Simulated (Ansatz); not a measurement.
# Screening in SnH5CN2Cl3 (CH(NH2)2SnCl3)

Wanted: ε∞ of SnH5CN2Cl3 (CH(NH2)2SnCl3) from perturbation theory and the RPA step of G0W0, with cost.

Calculated with Ansatz 0.2.0; linear response on PBE, plane waves, PAW.

The structure was built from a prototype and need not be the compound's stable phase.

## (1) Starting point

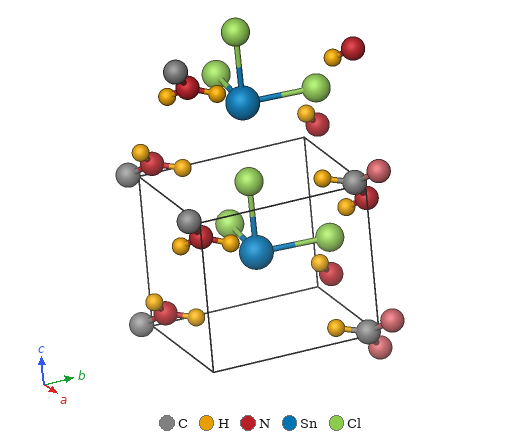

Start, viewed from a free direction; carbon grey, hydrogen orange, nitrogen red, tin blue, chlorine green. 1×1×2 cells are drawn. Some periodic images of atoms are drawn too.

The structure was relaxed with PBE-D3(BJ). The runs that relaxed it are not among those shown.

## (2) Response to a homogeneous field

The response to a uniform field gives ε∞, a yardstick for the screening that GW builds on its mesh.

This step: dielectric response by perturbation theory, PBE, plane waves, PAW; PAW set soft_1.

Input file input.yaml:

```yaml
crystal:
  lattice:
    - [5.7495448321, 0.0614553157, 0.5447128158]
    - [0.0614553157, 5.9088202652, -0.0666377089]
    - [0.5447128158, -0.0666377089, 5.7481586069]
  atoms:
    - { symbol: C, position: [-0.0189059328, 0.9436820466, 0.0178882993] }
    - { symbol: H, position: [-0.0737775816, 0.7742508549, 0.0712310994] }
    - { symbol: "N", position: [0.8814618376, 0.0396557453, 0.8574399153] }
    - { symbol: "N", position: [0.1418197887, 0.0378510038, 0.1189453882] }
    - { symbol: H, position: [0.7615626863, 0.9546566502, -0.2185394962] }
    - { symbol: H, position: [0.2164826987, 0.9514571223, 0.2385203937] }
    - { symbol: H, position: [0.9296576348, 0.1951346974, 0.7904406074] }
    - { symbol: H, position: [0.2101028628, 0.1931330491, 1.0718434576] }
    - { symbol: Sn, position: [0.4856819093, 0.4914066488, 0.5142706067] }
    - { symbol: Cl, position: [0.4386582902, 0.5018149019, -0.0293362885] }
    - { symbol: Cl, position: [0.496771532, -0.070419092, 0.5038700487] }
    - { symbol: Cl, position: [0.0293323699, 0.5028959437, 0.5604372443] }
kpoints:
  mp_grid: { grid: [4, 4, 4] }
hamiltonian:
  xc: pbe
  pseudopotentials: { kind: paw, azcp: { folder: soft_1 } }
scf:
  occupations: { method: fixed }
dielectric: {}
```

Launch:

```
$ ansatz run input.yaml --threads 2 --pin off --max-ram 92160MiB --backend cuda --events-out ev --progress --plain --runs-dir out --devices 1 --max-vram 13GiB
```

Numbers of over 12 decimals in the logs are rounded to 6 here.

What it wrote:

```text
GPUs: using 1 of 1 available (devices: 1).
Engine: ansatz 0.2.0, x86_64-unknown-linux-gnu
Pseudopotentials: kind: paw
Pseudopotential: C, paw, valence charge 4, recommended cutoff 420 eV (normal), soft_1/C.paw.azcp
Pseudopotential: H, paw, valence charge 1, recommended cutoff 420 eV (normal), soft_1/H.paw.azcp
Pseudopotential: N, paw, valence charge 5, recommended cutoff 420 eV (normal), soft_1/N.paw.azcp
Pseudopotential: Sn, paw, valence charge 14, recommended cutoff 420 eV (normal), soft_1/Sn.paw.azcp
Pseudopotential: Cl, paw, valence charge 7, recommended cutoff 420 eV (normal), soft_1/Cl.paw.azcp
Functional definition: PBE
  parameter kappa = 0.804
  parameter beta = 0.066725
  exchange = pbe_x(kappa = kappa, mu = beta*pi^2/3)
  correlation = pbe_c(beta = beta)
device memory: the entry about to start is reckoned to put 1.9 GiB on a device that reports 45.6 GiB free (of which the cap on the GPU budget leaves the run 13.0 GiB)
GPU FFT provider: cuFFT
GPU libraries: cuBLAS 13.8.2, cuFFT 12.4.0, cuSOLVER 12.3.4
Crystal: 12 atoms, lattice volume = 193.477 Å³
Basis set: ecut = 420 eV, 3783 PW (Γ), exchange–correlation on 80×80×80 points (8 copies of the dense FFT grid, shifted against one another)
Bands: 39, of which v1, the nominal top of the filled ones, is band 27 counted from 1 (26 counted from 0)
Symmetry: 1 space group operations
k-points: 36 of 64 (time reversal used)
Non-local potential: C, projectors of the file, l = 0: 2, l = 1: 2, l = 2: 1
Non-local potential: H, projectors of the file, l = 0: 2, l = 1: 1
Non-local potential: N, projectors of the file, l = 0: 2, l = 1: 2, l = 2: 1
Non-local potential: Sn, projectors of the file, l = 0: 2, l = 1: 2, l = 2: 2, l = 3: 1
Non-local potential: Cl, projectors of the file, l = 0: 2, l = 1: 2, l = 2: 1
PAW form: soft (Blöchl's): semilocal exchange-correlation on the pseudo side does not see the compensation charge
PAW one-centre angular grid: C, 110 points (default); XC on 64 Gauss nodes
PAW one-centre angular grid: H, 110 points (default); XC on 64 Gauss nodes
PAW one-centre angular grid: N, 110 points (default); XC on 64 Gauss nodes
PAW one-centre angular grid: Sn, 590 points (default); XC on 64 Gauss nodes
PAW one-centre angular grid: Cl, 110 points (default); XC on 64 Gauss nodes
Initial density: superposition of atomic densities (chi_scale 0.1, normalization cell), built separately for each of the 2 bonded fragments (scf.initial_density.interfragment_charge_transfer: auto; true builds it for the cell as a whole; a typed value also counts as a typed key of the start: scf.initial_density.chi_scale says what that changes, if anything)
Initial wavefunctions: pseudopotential atomic-orbital guess
GPU buffer pool allocated for 64000 grid points (all kernels)
GPU transforms: local potential and band sums: pruned to the plane-wave sphere, on 40×40×40
Functional: x = pbe(κ = 0.804, μ = 0.219515), c = pbe(β = 0.066725)
SCF iter   1: F=—  HF=-10370.795924 eV  |F-HF|=—  |Δ(HF+E_count)|=         —  Δρ=7.29e-2  dr2=9.20e0  ethr=3.10e-3  ⟨swp⟩=5.0  Hψ=5264  notcnv=0  defer=343
preconditioner: auto → Resta (q_TF=auto, 2.206 Å⁻¹)  ε∞=2.8  [insulator: Δε(μ)=2.390 eV  Ē_g=12.585 eV  n_scr=28 (ndim 8)  ℏωp=16.9 eV  f_vac=0.032  ε∞_Penn≈2.8]
SCF iter   2: F=—  HF=-10368.196062 eV  |F-HF|=—  |Δ(HF+E_count)|=    2.60e0  Δρ=3.22e-2  dr2=1.41e0  ethr=3.10e-3  ⟨swp⟩=3.0  Hψ=2923  notcnv=0  defer=338
SCF iter   3: F=—  HF=-10367.872054 eV  |F-HF|=—  |Δ(HF+E_count)|=   3.24e-1  Δρ=1.17e-2  dr2=2.30e-1  ethr=2.61e-3  ⟨swp⟩=2.5  Hψ=2334  notcnv=0  defer=349
SCF iter   4: F=—  HF=-10367.842075 eV  |F-HF|=—  |Δ(HF+E_count)|=   3.00e-2  Δρ=2.78e-3  dr2=1.62e-2  ethr=4.25e-4  ⟨swp⟩=2.0  Hψ=2008  notcnv=0  defer=360
SCF iter   5: F=—  HF=-10367.847733 eV  |F-HF|=—  |Δ(HF+E_count)|=   5.66e-3  Δρ=8.72e-4  dr2=1.82e-3  ethr=2.99e-5  ⟨swp⟩=2.0  Hψ=1984  notcnv=0  defer=360
SCF iter   6: F=—  HF=-10367.849784 eV  |F-HF|=—  |Δ(HF+E_count)|=   2.05e-3  Δρ=2.17e-4  dr2=1.24e-4  ethr=3.37e-6  ⟨swp⟩=2.0  Hψ=2143  notcnv=0  defer=360
SCF iter   7: F=—  HF=-10367.849854 eV  |F-HF|=—  |Δ(HF+E_count)|=   7.05e-5  Δρ=5.81e-5  dr2=6.47e-6  ethr=2.29e-7  ⟨swp⟩=2.6  Hψ=2181  notcnv=0  defer=358
SCF iter   8: F=—  HF=-10367.849829 eV  |F-HF|=—  |Δ(HF+E_count)|=   2.56e-5  Δρ=1.17e-5  dr2=3.59e-7  ethr=1.20e-8  ⟨swp⟩=2.0  Hψ=1828  notcnv=0  defer=352
SCF iter   9: F=—  HF=-10367.849829 eV  |F-HF|=—  |Δ(HF+E_count)|=   6.62e-7  Δρ=7.64e-6  dr2=1.12e-7  ethr=6.64e-10  ⟨swp⟩=2.0  Hψ=2052  notcnv=0  defer=352
SCF iter  10: F=—  HF=-10367.849829 eV  |F-HF|=—  |Δ(HF+E_count)|=   1.11e-8  Δρ=4.17e-6  dr2=3.31e-8  ethr=2.08e-10  ⟨swp⟩=2.0  Hψ=1898  notcnv=0  defer=352
SCF iter  11: F=—  HF=-10367.849829 eV  |F-HF|=—  |Δ(HF+E_count)|=  6.46e-10  Δρ=8.38e-7  dr2=1.63e-9  ethr=6.13e-11  ⟨swp⟩=2.0  Hψ=1882  notcnv=0  defer=352
SCF iter  12: F=—  HF=-10367.849829 eV  |F-HF|=—  |Δ(HF+E_count)|=   2.15e-9  Δρ=2.57e-7  dr2=1.21e-10  ethr=3.01e-12  ⟨swp⟩=2.0  Hψ=1848  notcnv=0  defer=352
SCF iter  13: F=-10367.849829 eV  HF=-10367.849829 eV  |F-HF|=3.64e-12  |Δ(HF+E_count)|=  1.49e-10  Δρ=1.00e-7  dr2=1.88e-11  ethr=1.00e-12  ⟨swp⟩=15.2  Hψ=8826  notcnv=0
SCF 1 converged in 13 iterations: F = -10367.849829 eV  dr2 = 1.88e-11
  greatest PAW one-centre occupation: 0.993 electrons in one spin orbital (limit 2), on the Sn atom at site 8 (counted from 0), in its partial waves of l = 2
the response reads at least the filled bands of the reference SCF and the lowest empty band at each k-point, and that SCF's band table does not vouch for those bands. The notice of the band table in this run's record says why
device memory: the entry about to start is reckoned to put 0.1 GiB (of the 0.2 GiB reckoned in all, the device holds 0.1 GiB already) on a device that reports 45.4 GiB free (of which the cap on the GPU budget leaves the run 12.9 GiB)
device memory: the entry about to start is reckoned to put 1.6 GiB (of the 1.7 GiB reckoned in all, the device holds 0.1 GiB already) on a device that reports 45.4 GiB free (of which the cap on the GPU budget leaves the run 12.9 GiB)
DFPT response loops at Γ: preconditioner auto → Resta (q_TF=auto, 2.206 Å⁻¹)  ε∞=5.0 (no band partly filled); β = 1.00, the filter's whole step (`scf.mixing.beta` (0.50) is not read by the response loops at its default; to damp them type it under 1.00, their step now; it binds the ground state too); Broyden in place of MSR1
── the response to a field inside a basis, on 8×8×8 k-points: an SCF that follows is theirs, and a resumed run solves both again ──
device memory: the entry about to start is reckoned to put 1.3 GiB on a device that reports 47.5 GiB free (of which the cap on the GPU budget leaves the run 12.9 GiB)
GPU FFT provider: cuFFT
GPU libraries: cuBLAS 13.8.2, cuFFT 12.4.0, cuSOLVER 12.3.4
Bands: 28, of which v1, the nominal top of the filled ones, is band 27 counted from 1 (26 counted from 0)
k-points: 256 of 512 (time reversal used)
Initial density: handed on by an earlier stage of this run
Initial wavefunctions: pseudopotential atomic-orbital guess (no wavefunctions were taken with the density)
GPU buffer pool allocated for 64000 grid points (all kernels)
GPU transforms: band sums: pruned to the plane-wave sphere, on 40×40×40
Eigensolver: Dense (256 Hₖ)
SCF iter   1: F=—  HF=-10367.802992 eV  |F-HF|=—  |Δ(HF+E_count)|=         —  Δρ=2.97e-4  dr2=4.64e-5  ethr=1.00e-1
preconditioner: auto → Resta (q_TF=auto, 2.206 Å⁻¹)  ε∞=4.1  [insulator: Δε(μ)=2.552 eV  Ē_g=9.792 eV  n_scr=28 (ndim 8)  ℏωp=17.3 eV  f_vac=0.095  ε∞_Penn≈4.1]
SCF iter   2: F=—  HF=-10367.803038 eV  |F-HF|=—  |Δ(HF+E_count)|=   4.59e-5  Δρ=1.59e-4  dr2=1.34e-5  ethr=8.60e-8
SCF iter   3: F=—  HF=-10367.803058 eV  |F-HF|=—  |Δ(HF+E_count)|=   2.00e-5  Δρ=1.01e-5  dr2=1.99e-7  ethr=2.48e-8
SCF iter   4: F=-10367.803058 eV  HF=-10367.803058 eV  |F-HF|=1.94e-8  |Δ(HF+E_count)|=   1.18e-7  Δρ=3.37e-6  dr2=2.32e-8  ethr=3.68e-10
SCF 1 converged in 4 iterations: F = -10367.803058 eV  dr2 = 2.32e-8
device memory: the entry about to start is reckoned to put 0.1 GiB (of the 1.1 GiB reckoned in all, the device holds 1.0 GiB already) on a device that reports 45.1 GiB free (of which the cap on the GPU budget leaves the run 12.3 GiB)
device memory: the entry about to start is reckoned to put 6.5 GiB on a device that reports 46.3 GiB free (of which the cap on the GPU budget leaves the run 12.7 GiB)
DFPT response loops at Γ: preconditioner auto → Resta (q_TF=auto, 2.206 Å⁻¹)  ε∞=4.8 (no band partly filled); β = 1.00, the filter's whole step (`scf.mixing.beta` (0.50) is not read by the response loops at its default; to damp them type it under 1.00, their step now; it binds the ground state too); Broyden in place of MSR1
SCF converged after 13 iterations
Free energy (F): -10367.849829 eV
Harris-Foulkes:  -10367.849829 eV  (|F-HF|=3.64e-12)
Internal energy: -10367.849829 eV  (E = F + TS)
E sigma→0 (E₀):  -10367.849829 eV
Fermi energy:    2.238061 eV
--- Per-component energies (eV) ---
  E_band       = -409.743873
  E_kinetic    = 1038.449140
  E_local      = -3380.330508  (includes V_loc(G=0)·N_el)
  E_nonlocal   = 335.937052
  E_hartree    = 1335.048253
  E_xc         = -655.060308
  E_vxc        = -690.220962  (∫ρ·V_xc dr)
  E_paw        = -6706.121615  (= ΣΔE_a)
  E_vpaw       = -383.672389  (= ΣTr[D̂ρ^β])
  E_aug_tail   = -0.002633  (compensation charges beyond the density's cutoff)
  E_ewald      = -2335.769210
  E_smearing   = -0.000000  (= −TS)
  E_closure    = -0.000000  (closes the sum)
  Σ components = -10367.849829   (vs F -10367.849829, Δ=0.00e0)
--- Band table (eV; the first three rows and the last of 36) ---
  k-point 0: bands = [... 23 lower, 0.0997, 0.1720, 0.2095, 0.6221, 5.6210, 6.7098, 7.4040, 7.7683, ... 8 higher]
  k-point 1: bands = [... 23 lower, 0.0698, 0.1876, 0.2942, 0.7522, 5.6132, 6.3285, 7.1634, 7.4681, ... 8 higher]
  k-point 2: bands = [... 23 lower, 0.0936, 0.2116, 0.3781, 1.0846, 5.3501, 5.6007, 7.1382, 7.5067, ... 8 higher]
  k-point 35: bands = [... 23 lower, 0.3018, 0.4067, 0.4948, 2.2381, 4.6061, 4.8349, 5.1764, 5.5979, ... 8 higher]
--- Dielectric response (ions clamped): 3 representative field directions + reference, inside a basis on a mesh of 512 k-points (Σ response iterations 18) ---
  ε∞ (high-frequency dielectric tensor):
        3.592603     0.120509     0.346531
        0.120509     3.504403    -0.123218
        0.346531    -0.123218     3.591605
  Born effective charges Z* (e; rows j = field, columns β = displacement):
    site 0:
         1.40091    0.00824    1.03135
         0.01443    0.35542   -0.02974
         1.03025   -0.02424    1.40806
    site 1:
         0.19647   -0.03708   -0.04269
        -0.02112    0.08686    0.02095
        -0.04181    0.03823    0.19608
    site 2:
        -1.01506    0.35750   -0.61059
        -0.00892   -0.63963    0.08304
        -0.48430    0.50007   -1.21417
    site 3:
        -1.21041   -0.49260   -0.48544
        -0.07823   -0.63430    0.01180
        -0.60887   -0.35300   -1.01846
    site 4:
         0.71786    0.07454    0.26522
         0.08780    0.29964    0.17250
         0.30801    0.18846    0.50078
    site 5:
         0.49456   -0.18701    0.29834
        -0.16983    0.30175   -0.08717
         0.25399   -0.07363    0.70999
    site 6:
         0.30316    0.04696   -0.17954
         0.04221    0.78758   -0.29945
        -0.16775   -0.39687    0.41810
    site 7:
         0.41777    0.39569   -0.16669
         0.29868    0.78761   -0.04236
        -0.17976   -0.04793    0.30428
    site 8:
         3.29704    0.09482    0.33336
         0.10809    2.97845   -0.11335
         0.33405   -0.10149    3.29459
    site 9:
        -0.72214   -0.13030   -0.18575
        -0.13491   -0.70274    0.15027
        -0.03995   -0.00652   -3.12291
    site 10:
        -0.75469   -0.14690   -0.21512
         0.00406   -2.91761   -0.00379
        -0.21494    0.14357   -0.75114
    site 11:
        -3.12548    0.01614   -0.04244
        -0.14225   -0.70302    0.13731
        -0.18893    0.13335   -0.72520
  Z* charge neutrality: 1.021e-2 e pre-enforcement
  solved inside a basis spanned on kpoints, on 8×8×8 k-points, its susceptibility summed on 10×8×10: ε∞ is read to err by 1.0e-2, Z* by 2.2e-2 e (field_mesh: kpoints solves on kpoints); Z* is corrected for what the basis lacks
```

Elapsed: 1.8 min, on 1 × NVIDIA H100 80GB HBM3 (shared by 6 runs) with 2 threads of AMD EPYC 7R13 (Zen 3), shared host; peak memory 6.8 GiB; 2.8 min of CPU time.

The column dr2 measures how far the density is from self-consistency, as an energy; F and HF (Harris–Foulkes) agree once it is small.

This step gave:

| Quantity | Value |
| --- | --- |
| stated error of ε∞ | 0.01 |

One over ε∞ averages 0.28, near the quarter of exact exchange in PBE0.

High-frequency dielectric tensor:

```
 3.59  0.12  0.35
 0.12  3.50 -0.12
 0.35 -0.12  3.59
```

Born effective charge (e), principal values of the symmetric part by kind of site:

| atom | atoms with these values | low | middle | high | mean |
| --- | --- | --- | --- | --- | --- |
| C1 | 1 | 0.34 | 0.39 | 2.44 | 1.05 |
| H2 | 1 | 0.08 | 0.15 | 0.25 | 0.16 |
| N3 | 2 | -1.77 | -0.60 | -0.50 | -0.96 |
| H5 | 1 | 0.18 | 0.38 | 0.96 | 0.51 |
| H6 | 1 | 0.18 | 0.38 | 0.94 | 0.50 |
| H7 | 2 | 0.12 | 0.37 | 1.02 | 0.50 |
| Sn9 | 1 | 2.82 | 3.12 | 3.63 | 3.19 |
| Cl10 | 2 | -3.13 | -0.84 | -0.57 | -1.52 |
| Cl11 | 1 | -2.92 | -0.97 | -0.53 | -1.47 |

In full for H5:

```
0.72 0.07 0.27
0.09 0.30 0.17
0.31 0.19 0.50
```

## (3) RPA screening from the G0W0 run

Now the one-shot GW correction: screening in the RPA, then the self-energy of the levels asked for. This step takes PAW set soft_1 files.

This step: G0W0 on PBE, plane waves, PAW; PAW set soft_1.

Edit input.yaml of step 2 so:

```diff
@@ -25,2 +25,7 @@
   occupations: { method: fixed }
-dielectric: {}
+gw:
+  n_empty_bands: 651
+  ecut_chi: 130.0
+  qp_bands: [v4, c4]
+  qp_kpoints: band_edges
+  screening: { model: contour_deformation }
```

What it wrote:

```text
GPUs: using 1 of 1 available (devices: 1).
[...]
GPU FFT provider: cuFFT
GPU libraries: cuBLAS 13.8.2, cuFFT 12.4.0, cuSOLVER 12.3.4
Crystal: 12 atoms, lattice volume = 193.477 Å³
Basis set: ecut = 420 eV, 3783 PW (Γ)
Bands: 39, of which v1, the nominal top of the filled ones, is band 27 counted from 1 (26 counted from 0)
Symmetry: 1 space group operations
[...]
k-points: 36 of 64 (time reversal used)
[...]
0    31      7.7683    -9.1116    -4.3610   -14.1909  0.7453     8.5075     8.4865  root
[...]
35    28      4.6061    -7.3295    -3.3665   -11.2116  0.8013     5.1257     5.1218  root
    35    29      4.8349    -7.9998    -3.4095   -11.9275  0.7981     5.3570     5.3530  root
    35    30      5.1764    -8.6394    -3.5322   -12.8104  0.7985     5.8216     5.8152  root
    35    31      5.5979    -8.9208    -4.0284   -14.4850  0.7869     7.1792     7.1337  root
[key lines of the parts left out:]
SCF converged after 10 iterations
Free energy (F): -10367.849918 eV
Fermi energy:    2.238069 eV
```

Elapsed: 4.8 min, on 1 × NVIDIA H100 80GB HBM3 (shared by 6 runs) with 2 threads; peak memory 5.1 GiB.

Numbers from this step:

- bands summed: 678
- RPA ε∞ on this mesh (eigenvalues): 3.056, 3.542, 3.822
- plane waves in the screening matrix: 653
- G0W0 gap on the mesh: 3.845 eV
- k of the valence top: -0.5, -0.5, -0.5
- k of the conduction bottom: -0.5, -0.5, -0.5
- starting gap on the mesh: 2.368 eV
- least direct G0W0 gap on the computed points: 3.845 eV

The gap on the mesh goes from 2.37 eV to 3.85 eV, a correction of +1.48 eV. Between the two edge states, bare exchange in place of the xc potential would open the gap by 5.63 eV, and correlation takes back 4.15 eV.

Mean over the mesh in bins of 0.25 1/Å. Table of static inverse dielectric function, diagonal by length of q+G:

| length of q+G (Å⁻¹) | static inverse dielectric function, diagonal |
| --- | --- |
| 0.29 | 0.340 |
| 0.52 | 0.390 |
| 0.78 | 0.446 |
| 1.01 | 0.504 |
| 1.26 | 0.560 |
| 1.50 | 0.619 |
| 1.75 | 0.674 |
| 2.00 | 0.724 |
| 2.25 | 0.768 |
| 2.50 | 0.805 |
| 2.76 | 0.835 |
| 3.01 | 0.860 |
| 3.26 | 0.880 |
| 3.50 | 0.897 |
| 3.75 | 0.912 |
| 4.00 | 0.926 |
| 4.25 | 0.937 |
| 4.50 | 0.947 |
| 4.75 | 0.956 |
| 5.00 | 0.963 |
| 5.25 | 0.970 |
| 5.50 | 0.976 |
| 5.73 | 0.980 |

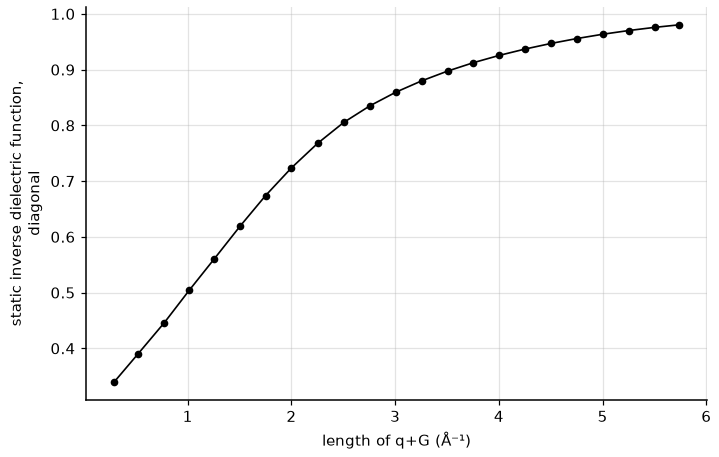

Static inverse dielectric function, diagonal against length of q+G.

## (4) The values together

Times are wall times on 1 × NVIDIA H100 80GB HBM3 (shared by 6 runs) with 2 threads of AMD EPYC 7R13 (Zen 3), shared host, good to a factor of about two.

| method | mesh | ε∞, low | middle | high | mean | time |
| --- | --- | --- | --- | --- | --- | --- |
| perturbation theory (local fields and xc kernel) | 4×4×4 (response on 512 points) | 3.16 | 3.59 | 3.94 | 3.56 | 1.8 min |
| RPA with local fields, on the GW mesh | 4×4×4 | 3.06 | 3.54 | 3.82 | 3.47 | 4.8 min |

## (5) Summary of results

```json
{
  "perturbation theory (local fields and xc kernel)": "3.16, 3.59, 3.94",
  "RPA with local fields, on the GW mesh": "3.06, 3.54, 3.82"
}
```

In words: Mean Born effective charge: C1 1.05, H2 0.16, N3 -0.96, H5 0.51, H6 0.50, H7 0.50 e. The RPA values on the 4×4×4 mesh average 0.97 times those of perturbation theory (means 3.47 and 3.56, which can hide unlike anisotropies). Without the xc kernel RPA should lie a little lower, and the mean does, by little. PBE usually puts the gap too low, which tends to raise ε∞. Ions are clamped, so the lattice part of the static constant is not in these numbers.

[Paths, hosts, dates, memory and timing lines, banners, echoed tables and standing remarks are left out of the program output.]

[Logs are printed without paths, hosts, clocks, repeated set-up lines and the standing remarks that a program may print on its own settings, such as how far it seeks lower states.]

[Runs of the session that timed out or met a known fault of the program may be left out.]

[Cells called generated may have been cut or substituted from an entry of the Crystallography Open Database or the Materials Project.]

[Hosts, paths, dates, database ids (printed as entryN), source tags and the programs' standing remarks are cut or masked in the printed files.]
